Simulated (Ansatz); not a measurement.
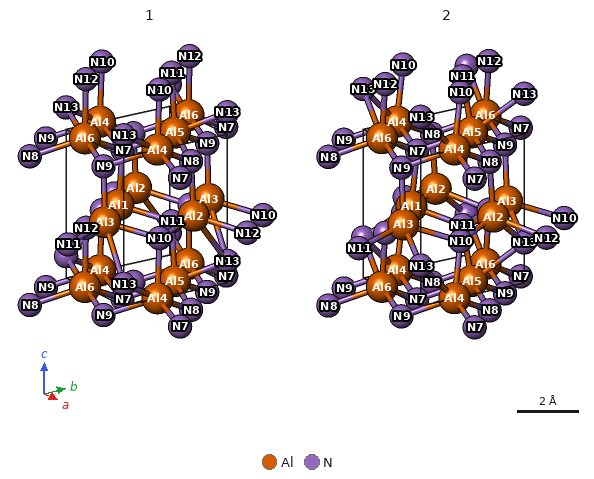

Two geometries of a defect cell of composition Al₆N₇ (cell charge −1), drawn at one scale. One is the start of a relaxation, the other its converged end. The picture is a ball-and-stick view of the cell of the calculation, reduced to other axes, seen slightly off an axis. Lengths and directions refer to the drawn axes.

The calculation used DFT PBE, scalar-relativistic, plane waves, PAW (Ansatz 0.2.0). (plane-wave cutoff 420 eV; k-point mesh 2 × 2 × 2; occupations gaussian; smearing width 0.01 eV; no spin polarisation; atoms relaxed in a fixed cell; force threshold 0.025 eV/Å; at most 45 steps)

Which geometry has the lower energy?

Answer. Structure 2 is the relaxed one. Case: N interstitial, charge -1, atoms relaxed at the host's cell. N13 moves most: 0.62 Å along +c. Largest moves by element: N 0.62 Å, Al 0.14 Å. The lattice vectors keep their values. Near-neighbour distances that change, for instance: Al1–N13 2.504 → 1.966 Å, Al4–N13 1.913 → 2.224 Å, Al4–N10 2.015 → 1.905 Å, Al1–N10 1.887 → 1.983 Å. Bond angles that change, for instance: Al4–N13–Al5 106.2° → 86.8°, Al2–N11–Al3 107.7° → 90.4°, N7–Al5–N13 177.6° → 162.7°. Over 13 accepted moves (14 points after the start) the energy falls by 0.695 eV per cell of the calculation. The largest force component goes from 1 to 0.0031 eV/Å. 1 step only repeated the SCF at the same geometry. Cost: 8 s on 4 threads of Arm Neoverse V1 (shared host), peak memory 0.4 GiB.

Limits of the set-up: the k-point mesh is coarse for a cell with partly filled bands; the periodic images lie only 5.0 Å apart, so the values are limited by the cell's size; the cell is charged, on a uniform background, and energies carry no finite-size correction.
